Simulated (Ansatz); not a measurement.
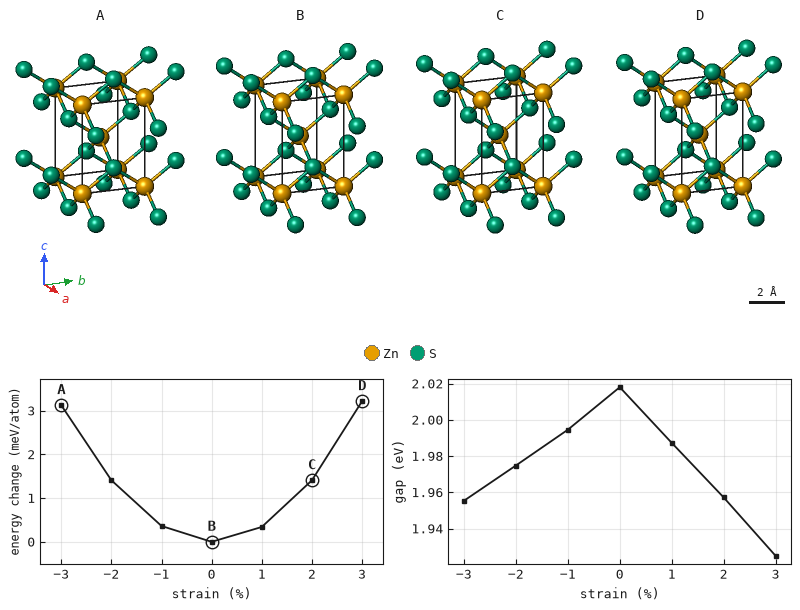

Members of a series of calculations on solid ZnS (set up in F-43m), marked on the first curve. A ball-and-stick model of the cell of the calculation, seen slightly off an axis.

Theory: DFT PBE, scalar-relativistic, plane waves, PAW in Ansatz 0.2.0. Settings: plane-wave cutoff 420 eV; k-point mesh 8 × 8 × 6; occupations gaussian; smearing width 0.02 eV; no spin polarisation.

### Which kind of strain is it, and how does the structure respond?

Uniaxial strain along c; a, b and atoms relaxed. A (strain −3.0 %): energy change 3.1 meV/atom, volume 20.00 Å³ per atom, gap 1.96 eV. B (strain 0.0 %): energy change 0.0 meV/atom, volume 20.15 Å³ per atom, gap 2.02 eV. C (strain 2.0 %): energy change 1.4 meV/atom, volume 20.27 Å³ per atom, gap 1.96 eV. D (strain 3.0 %): energy change 3.2 meV/atom, volume 20.33 Å³ per atom, gap 1.92 eV. The rest compares A with D. The volume changes by +1.6 %, with a = b 3.893 → 3.809 Å (−2.2 %), c 5.279 → 5.606 Å (+6.2 %). Near-neighbour distances before and after: S–Zn 2.352 → 2.364 Å.
